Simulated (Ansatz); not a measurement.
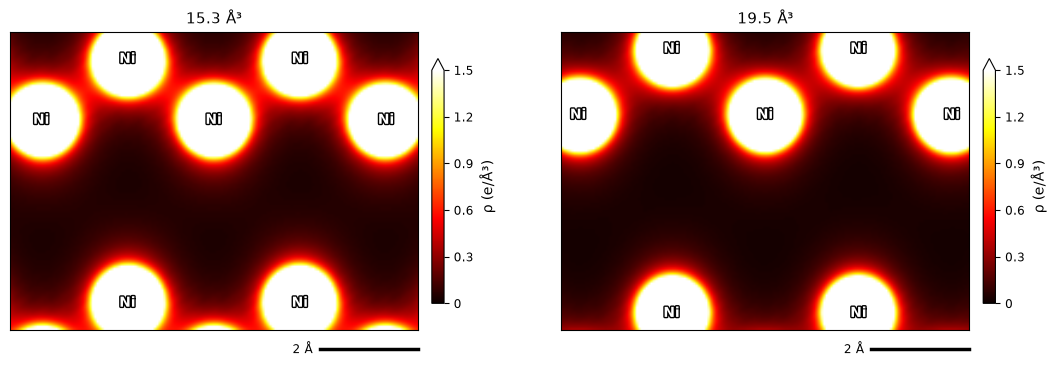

Ni. The valence charge density (pseudo) of cells scaled evenly to different volumes (given per atom above each panel), on the (11̄0) plane of each (indices in the axes of the cell below), at one length scale and on one colour scale.

A generated structure, not necessarily the stable one; computed without spin polarisation.

All numbers below come from DFT, BLYP, plane waves (420 eV) with PAW, scalar-relativistic (Ansatz).

Core electrons are frozen (PAW), and the valence fields are smoothed inside the atomic spheres.

The largest cell:

```
Ni
1.0
     0.00000    2.69284    2.69284
     2.69284    0.00000    2.69284
     2.69284    2.69284    0.00000
Ni
2
Direct
  0.12500 0.12500 0.12500
  0.87500 0.87500 0.87500
```

| volume (Å³/atom) | Ni–Ni contact in the plane (Å) | ρ at its midpoint (e/Å³) | pressure (GPa) | 
| --- | --- | --- | --- |
| 15.34 | 2.152 | 0.596 | 13.5 | 
| 18.83 | 2.304 | ? | ? | 
| 19.53 | 2.332 | 0.424 | −6.6 | 

Q: Estimate the missing row, and compare with the calculation.

A: Over the known rows ln ρ falls by 1.89 per Å of Ni–Ni distance (the line through the two), which gives 0.447 e/Å³ at 2.304 Å; the calculation gives 0.446 e/Å³. For the pressure, a straight line in volume between the neighbouring rows gives −3.2 GPa; the calculation gives −4.9, lower because pressure rises ever faster on compression.
